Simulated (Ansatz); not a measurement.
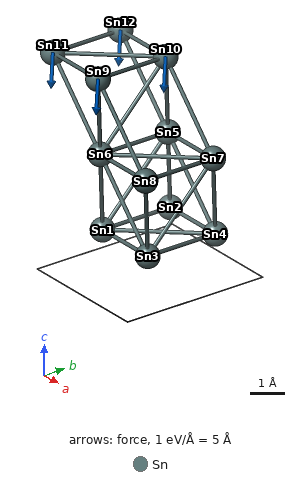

Starting geometry of a slab of composition Sn (cut from the I4/mmm phase) with the computed forces as blue arrows. Style: ball-and-stick. Shown: the cell of the calculation, outlined in the plane, without the vacuum, slightly off an axis.

Case: clean slab, lower half held. The slab is the (1 0 1) face of Sn. 4 atoms are held fixed.

All numbers below come from DFT PBE, scalar-relativistic, plane waves, PAW in Ansatz 0.2.0. Set-up: plane-wave cutoff 420 eV; k-point mesh 5 × 5 × 1; occupations gaussian; smearing width 0.1 eV; no spin polarisation; dipole correction; atoms relaxed in a fixed cell; force threshold 0.03 eV/Å; at most 70 steps.

### Is this structure relaxed? If not, where do the atoms go?

It isn't relaxed: the largest force vector, on Sn atoms, is 0.22 eV/Å. The final displacements follow the starting forces only in part (cosine between the two patterns 0.76). The largest moves, 0.41 Å, are those of Sn9, Sn10, Sn11 and Sn12. Sn9 goes at 35° to the normal (−c side). The cell doesn't change. Some distances before and after: Sn1–Sn5 3.481 → 3.277 Å, Sn1–Sn6 3.375 → 3.267 Å. Bond angles that change, for instance: Sn2–Sn1–Sn6 117.9° → 120.9°, Sn2–Sn1–Sn6 62.1° → 59.1°, Sn6–Sn1–Sn8 62.1° → 64.4°. After 4 geometry steps the energy has fallen by 0.140 eV per cell of the calculation. The largest force component goes from 0.22 to 0.0062 eV/Å.
